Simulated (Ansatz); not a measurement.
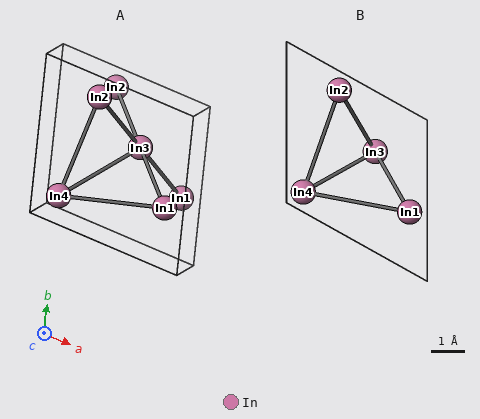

Two geometries of crystalline In (a generated structure, set up in I-42d), drawn at one scale. One is the start of a relaxation, the other its converged end. The picture is a ball-and-stick view of the cell of the calculation, seen along the c axis.

These are results of DFT PBE, scalar-relativistic, plane waves, PAW in Ansatz, not measurements. (plane-wave cutoff 420 eV; k-point mesh 12 × 12 × 12; occupations gaussian; smearing width 0.1 eV; no spin polarisation; cell and atoms relaxed; force threshold 0.01 eV/Å; at most 80 steps)

Which of the two is the end point?

Structure A is the relaxed one. The largest moves relative to the cell, 0.034 Å, are those of In1, In2, In3 and In4. In3 goes along [−1 0 −1]. The volume changes by −0.4 %, with a = b = c 5.249 → 5.322 Å (+1.4 %), α 110.1° → 117.0°, β 110.1° → 117.0°, γ 108.1° → 95.3°. Among the contacts that change: In1–In2 3.081 → 3.585 Å, In1–In3 3.408 → 3.308 Å, In1–In3 (another image) 3.346 → 3.310 Å. The space group (tolerance 0.01 Å) goes from I-42d (No. 122) to I4/mmm (No. 139). Over 10 accepted moves (12 points after the start) the energy falls by 30.6 meV per atom. Largest force component: 0.038 eV/Å at the start, 0.0022 eV/Å at the end. Pressure: 0.62 GPa at the start and −0.03 GPa at the end. The SCF was repeated twice at an unchanged geometry on a basis and grid sized afresh for the cell, which shifted the energy by 0.4 meV per atom at most.
